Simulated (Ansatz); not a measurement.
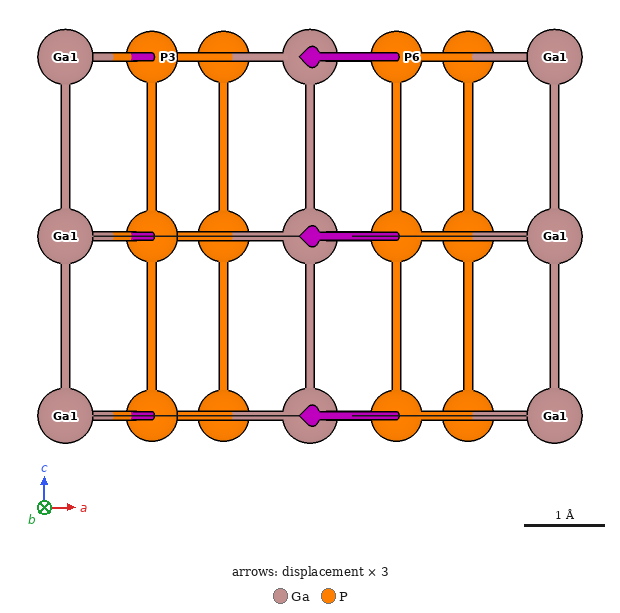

A relaxation of crystalline GaP2 (a generated structure, set up in P4/mbm) (coarse preliminary run). The starting structure is drawn; purple arrows show the displacements (the part carried along by the change of the cell is left out), 3 times their true length.

The picture is a ball-and-stick view of the cell of the calculation, repeated 1 × 1 × 2 with one cell outlined, seen along the b axis.

Method: DFT PBE, scalar-relativistic, plane waves, PAW (Ansatz). (plane-wave cutoff 420 eV; k-point mesh 4 × 4 × 8; occupations gaussian; smearing width 0.1 eV; no spin polarisation; cell and atoms relaxed; force threshold 0.04 eV/Å; at most 70 steps)

Q: What happened in the run?

A: After 7 accepted moves (10 points after the start) the energy has fallen by 5.060 eV per cell of the calculation. Largest force component: 1 eV/Å at the start, 0.0005 eV/Å at the end. Pressure: 35.84 GPa at the start and 0.05 GPa at the end. The line search rejected the trial step at point 5 of the run. At 2 points the geometry stayed and the basis and grid were re-selected for the new cell (energy shift of 33.8 meV per cell of the calculation at most each time). The largest moves relative to the cell, 0.58 Å, are those of P atoms. Ga stays in place. The volume changes by +29.9 %, with a = b 6.156 → 6.595 Å (+7.1 %), c 2.257 → 2.556 Å (+13.2 %). Among the contacts that change: P–P 3.078 → 2.136 Å, Ga–P 2.268 → 2.652 Å, P–P 2.257 → 2.556 Å, Ga–Ga 2.257 → 2.556 Å. New bonds form: P–P (3.08 → 2.14 Å). Bond angles that change, for instance: Ga–P–Ga 147.4° → 123.1°. The space group stays P4/mbm (No. 127).
